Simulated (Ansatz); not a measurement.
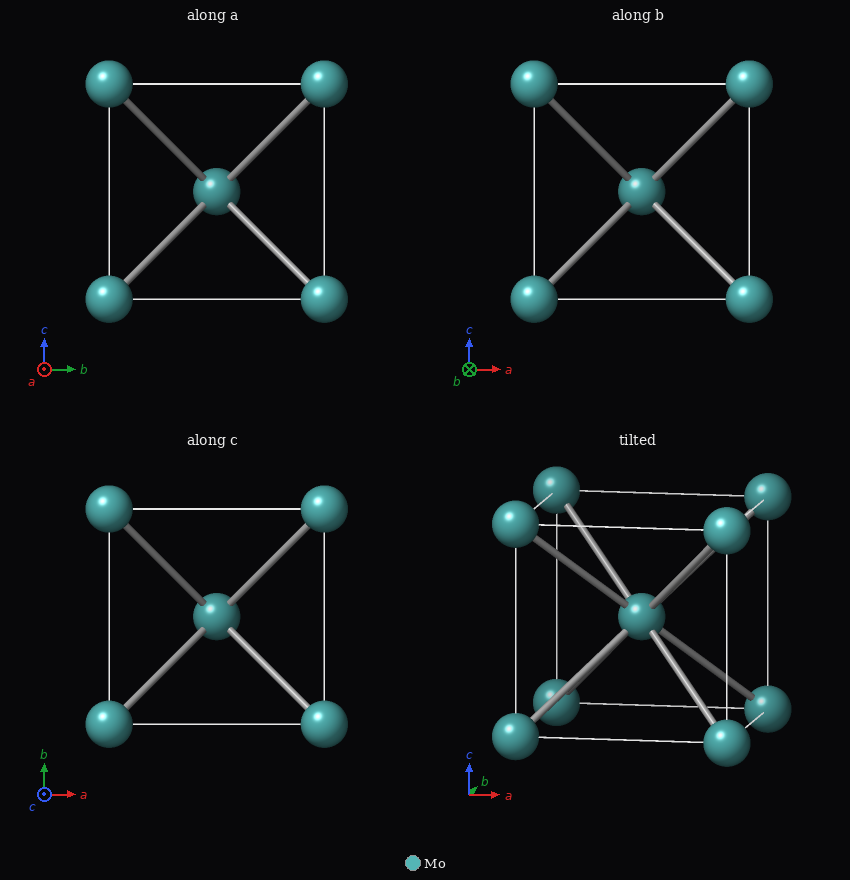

Structure drawing (ball-and-stick), viewed along the a axis, along the b axis, along the c axis and slightly off an axis. Lines trace the edges of the conventional unit cell.

Lattice parameters: a = 3.139 Å, b = 3.139 Å, c = 3.139 Å, α = 90.00°, β = 90.00°, γ = 90.00°. Put a along x and b in the xy plane.

Question: Transcribe the picture into a POSCAR file.

Answer:
```
Mo
1.0
     3.139    0.000    0.000
     0.000    3.139    0.000
     0.000    0.000    3.139
Mo
2
Direct
  0.0000 0.0000 0.0000
  0.5000 0.5000 0.5000
```

It goes back to a structure type filled with this element by a generator (whether the element takes this form wasn't checked). The cell was then strained or its atoms displaced on purpose. A calculation with Ansatz used it as input.

At this level of theory the cell isn't at rest (compressed, at 5 GPa), so its distances can differ from those at equilibrium, the more so the softer the solid.
